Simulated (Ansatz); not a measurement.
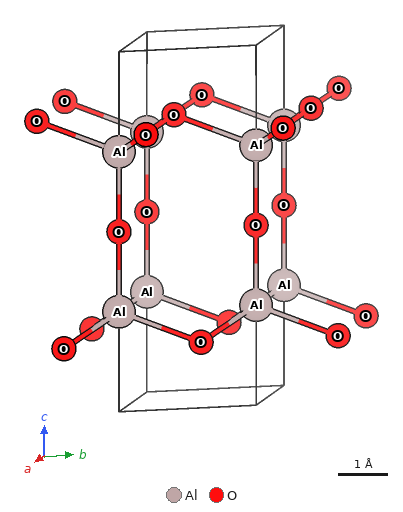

Crystalline Al$_{2}$O$_{3}$ (set up in P-3m1) (coarse preliminary run), before the relaxation. Style: ball-and-stick. Shown: the cell of the calculation, slightly off an axis.

The calculation used DFT LDA, scalar-relativistic, plane waves, PAW in Ansatz.

Input
```yaml
crystal:
  lattice:
    - [3.017482544, 0.0, 0.0]
    - [-1.508741272, 2.6132165386, 0.0]
    - [0.0, 0.0, 7.5746360022]
  atoms:
    - { symbol: Al, position: [0.0, 0.0, 0.277951] }
    - { symbol: Al, position: [0.0, 0.0, 0.722049] }
    - { symbol: O, position: [0.33333333, 0.66666667, 0.199454] }
    - { symbol: O, position: [0.66666667, 0.33333333, 0.800546] }
    - { symbol: O, position: [0.0, 0.0, 0.5] }
basis:
  ecutwfc: 420
kpoints:
  mp_grid: { grid: [6, 6, 4] }
hamiltonian:
  xc: lda
scf:
  occupations: { method: gaussian, width: 0.1 }
output:
  forces: true
  stress: true
  eigenvalues: true
relax:
  adjacent_minimum: "off"
  f_tol: 0.05
  max_steps: 80
  cell: { stress_tol: 0.5 }
```

Run as
```bash
ansatz run input.yaml --threads 2 --pin off --max-ram 5120MiB --backend cpu --events-out ev --progress --plain --runs-dir out
```

Where does the relaxation end?

Answer. The energy falls by 16.6 meV per atom in 3 accepted moves (4 points after the start). Largest force component: 0.46 eV/Å at the start, 0.0072 eV/Å at the end. Pressure: −8.33 GPa at the start and −0.40 GPa at the end. The SCF was repeated once at an unchanged geometry on a basis and grid sized afresh for the cell, which shifted the energy by 2.5 meV per atom at most. The largest moves relative to the cell, 0.008 Å, are those of Al1 and Al2. Al1 goes along −c. By element the largest moves are Al 0.008 Å, O 0.006 Å. Cell: a = b 3.017 → 2.965 Å (−1.7 %), c 7.575 → 7.437 Å (−1.8 %). Volume −5.2 %. Some distances before and after: Al1–O3 1.841 → 1.808 Å, Al1–O5 1.682 → 1.659 Å. The space group stays P-3m1 (No. 164). Cost: 4.8 s on 2 threads of Oxide Virtual Turin-like Processor (Zen 5), on a shared host, peak memory 0.34 GiB.

Step by step:

| step | E − E(0), meV/atom | largest force component, eV/Å | pressure, GPa | volume, Å³/atom | note |
| --- | --- | --- | --- | --- | --- |
| 0 | 0.00 | 0.4586 | -8.33 | 11.946 |  |
| 1 | -13.50 | 0.3432 | -4.49 | 11.542 |  |
| 2 | -19.43 | 0.0643 | 0.25 | 11.256 |  |
| 3 | -19.12 | 0.0076 | 0.00 | 11.325 |  |
| 4 | -16.64 | 0.0072 | -0.40 | 11.325 | same geometry, new basis |

After the run, drawn alike:

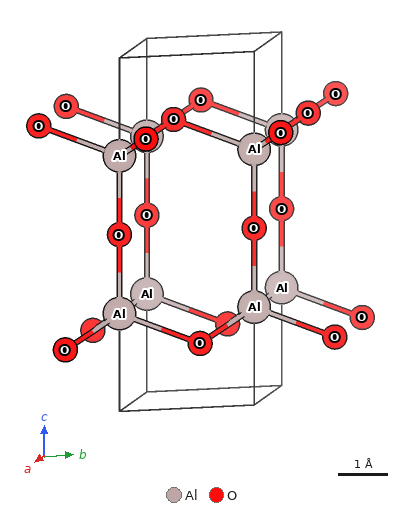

Limits of the set-up: layers or molecules are held without a dispersion correction, so their spacing is unreliable.
